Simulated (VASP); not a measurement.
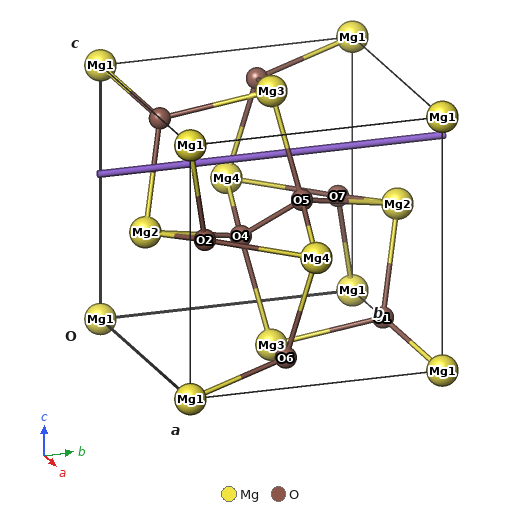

The coloured rod is the axis of a symmetry operation of the crystal. Crystal: MgO2, coordinates from a relaxation with VASP Kohn-Sham DFT of a periodic cell, LDA, VASP PAW LDA potentials, recommended (VASP). All values are computed from the atomic coordinates in the standard setting (tolerance 0.002 Å).

a = 4.760 Å, b = 4.760 Å, c = 4.760 Å, α = 90.00°, β = 90.00°, γ = 90.00°.

```tsv
atom	x	y	z
Mg1	0.0000	0.0000	0.0000
Mg2	0.5000	0.0000	0.5000
Mg3	0.5000	0.5000	0.0000
Mg4	0.0000	0.5000	0.5000
O1	0.5894	0.9106	0.0894
O2	0.9106	0.0894	0.5894
O3	0.0894	0.5894	0.9106
O4	0.4106	0.4106	0.4106
O5	0.5894	0.5894	0.5894
O6	0.9106	0.4106	0.0894
O7	0.0894	0.9106	0.4106
O8	0.4106	0.0894	0.9106
```

Take the operation x, y, z → −x+1, y+1/2, −z+3/2.

What kind of operation is it, and where does it lie?

It is a 2₁ screw rotation with translation (0, 1/2, 0), about the line along [0 1 0] through (1/2, 1/2, 3/4).

Onto which atom does it carry each atom (up to whole multiples of a, b and c)?

Mg1 → Mg4, Mg2 → Mg3, Mg3 → Mg2, Mg4 → Mg1, O1 → O4, O2 → O3, O3 → O2, O4 → O1, O5 → O8, O6 → O7, O7 → O6, O8 → O5.
